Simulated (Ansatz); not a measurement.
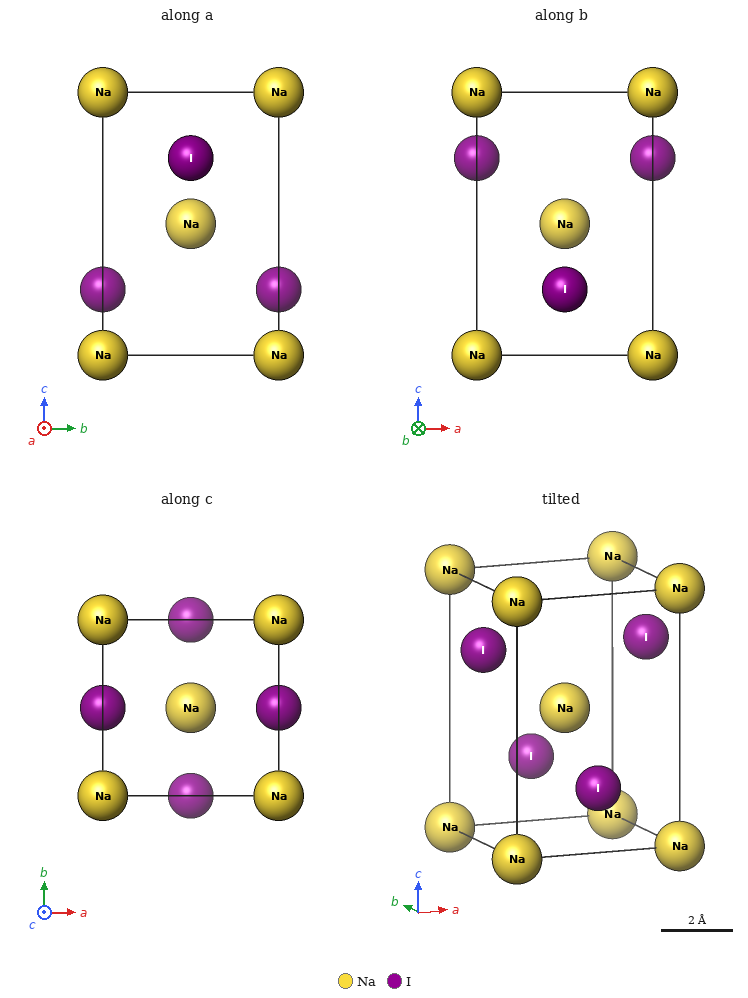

Spheres-only model, viewed along the a axis, along the b axis, along the c axis and slightly off an axis. The wireframe shows the conventional unit cell.

Lattice parameters: a = 5.011 Å, b = 5.011 Å, c = 7.488 Å, α = 90.00°, β = 90.00°, γ = 90.00°.

### Set out the cell and atoms as a table of Wyckoff sites.

Space group I-4m2 (No. 119).
| atom | site | x | y | z |
| --- | --- | --- | --- | --- |
| Na | 2a | 0.0000 | 0.0000 | 0.0000 |
| I | 2d | 0.5000 | 0.0000 | 0.2500 |

The starting point was a structure type filled with these elements by a generator (whether the compound takes this form wasn't checked). The cell was then strained or its atoms displaced on purpose. Ansatz was used for an electronic-structure calculation on it.
